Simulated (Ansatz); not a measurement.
W (Fm-3m, No. 225): a calculation's starting geometry; the starting structure was generated, so it need not be a known form of this composition.

```cif
data_structure
_symmetry_space_group_name_H-M 'P 1'
_symmetry_Int_Tables_number 1
_cell_length_a 3.9993
_cell_length_b 3.9993
_cell_length_c 3.9993
_cell_angle_alpha 90.000
_cell_angle_beta 90.000
_cell_angle_gamma 90.000
_cell_volume 63.97
loop_
_atom_site_label
_atom_site_type_symbol
_atom_site_fract_x
_atom_site_fract_y
_atom_site_fract_z
_atom_site_occupancy
W1 W 0.00000 0.00000 0.00000 1
W2 W 0.00000 0.50000 0.50000 1
W3 W 0.50000 0.00000 0.50000 1
W4 W 0.50000 0.50000 0.00000 1
```

Q: What will a map of the projected electrostatic potential along [001] show? Computed as the sum of neutral-atom potentials (tabulated electron scattering factors, B = 0.8 Å²) projected along the beam and smoothed by 0.25 Å; brighter is more positive.

A: The columns repeat on a square net with a repeat of 2.00 Å (plane group p4mm). All columns are alike (W). The shortest distance between visible columns is 2.00 Å in projection. Along the beam the structure repeats every 4.00 Å.

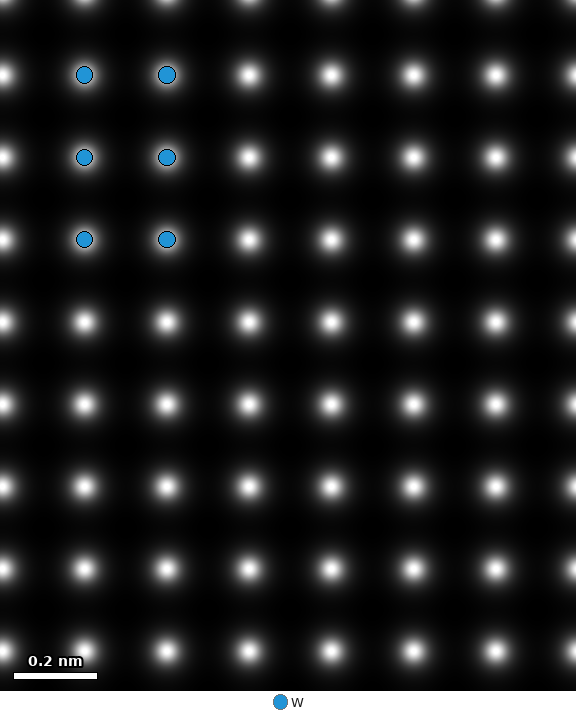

The simulated image, with the columns of the model marked in one corner.

Q: What mean inner potential do neutral atoms give for this crystal?

A: About 38 V (the sum of the forward scattering factors over the cell volume; bonding usually lowers the true value).
